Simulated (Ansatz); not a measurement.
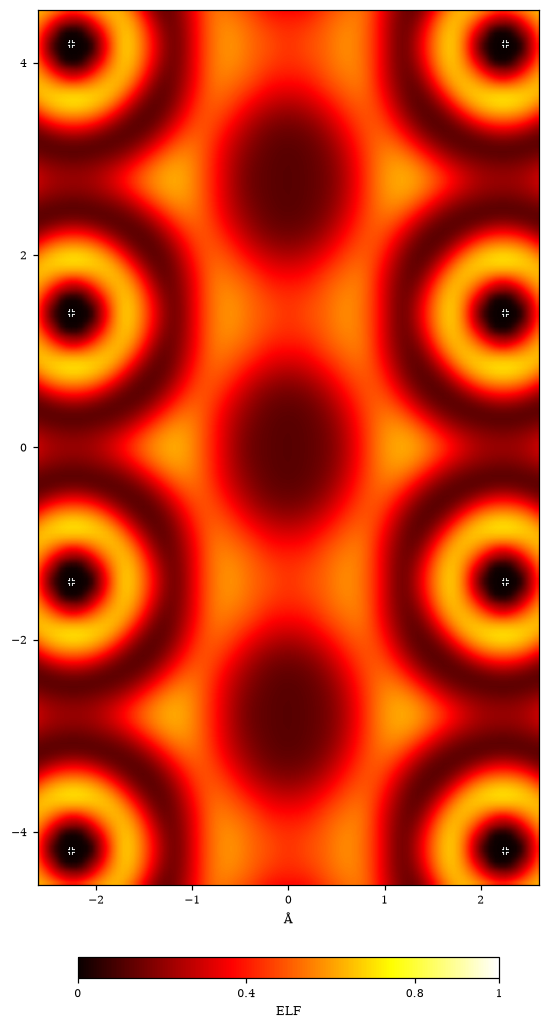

The ELF on a plane through atoms (crosses mark nuclei in the plane).

These are results of DFT PBEsol, scalar-relativistic, plane waves, PAW (Ansatz), not measurements.

Candidates:
A. Ti, a = 4.52 Å, b = 2.80 Å, c = 4.52 Å, α = 90.00°, β = 120.00°, γ = 90.00°. Space group Pm; a structure from a database of computed crystals, not necessarily the ambient phase; changed on purpose from its base cell (atom 1 (Ti) moved by (-0.200, -0.100) A along x and y); not relaxed (largest force 1.0 eV/Å); computed without spin polarisation.
B. TaN, a = 4.38 Å, b = 4.38 Å, c = 4.38 Å, α = 90.00°, β = 90.00°, γ = 90.00°. Space group Fm-3m.

Which candidate gave the map?

Answer. Candidate A: Ti on the (001) plane of the conventional cell, which holds Ti.
